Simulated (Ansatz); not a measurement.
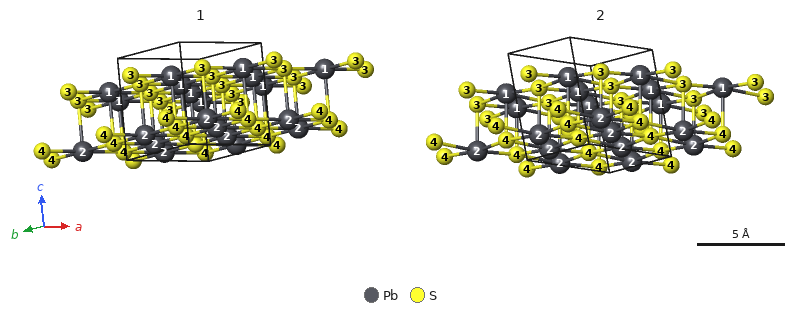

Two geometries of a crystal of PbS (set up in C2/m), drawn at one scale. One is the start of a relaxation, the other its converged end. A ball-and-stick model of the conventional cell (2 times the calculation's cell), repeated 2 × 2 × 1 with one cell outlined, seen from a free direction. Lengths and directions refer to the drawn axes.

Method: Ansatz, DFT PBE+D3(BJ), scalar-relativistic, plane waves, PAW. (plane-wave cutoff 420 eV; k-point mesh 6 × 6 × 4; occupations gaussian; smearing width 0.02 eV; no spin polarisation; cell and atoms relaxed; force threshold 0.02 eV/Å; at most 70 steps)

> Which of the two is the end point?

Structure 1 is the relaxed one. Over 6 accepted moves (7 points after the start) the energy falls by 0.177 eV per cell of the calculation. Largest force component: 0.16 eV/Å at the start, 0.0014 eV/Å at the end. The pressure goes from −0.28 to 0.00 GPa. At 1 point the geometry stayed and the basis and grid were re-selected for the new cell (energy shift of 0.4 meV per cell of the calculation at most each time). The largest moves relative to the cell, 0.42 Å, are those of S3 and S4. S3 goes along [−3 0 2]. By element the largest moves are S 0.42 Å, Pb 0.27 Å. Cell: a 5.949 → 5.929 Å (−0.3 %), b 5.905 → 5.930 Å (+0.4 %), c 6.259 → 5.949 Å (−5.0 %), β 102.8° → 90.1°. Volume −2.5 %. Near-neighbour distances that change, for instance: Pb1–S4 3.638 → 2.972 Å, Pb1–S4 (another image) 2.736 → 2.976 Å, Pb1–S3 3.114 → 2.965 Å, Pb1–S3 (another image) 2.842 → 2.964 Å. New bonds form: Pb1–S4 (3.64 → 2.97 Å), Pb2–S3 (3.64 → 2.97 Å). Among the angles between lasting bonds that change: Pb2–S4–Pb2 172.4° → 180.0°, S4–Pb2–S4 172.4° → 180.0°, Pb2–S4–Pb2 174.5° → 180.0°. The space group (tolerance 0.01 Å) goes from C2/m (No. 12) to I4/mmm (No. 139).
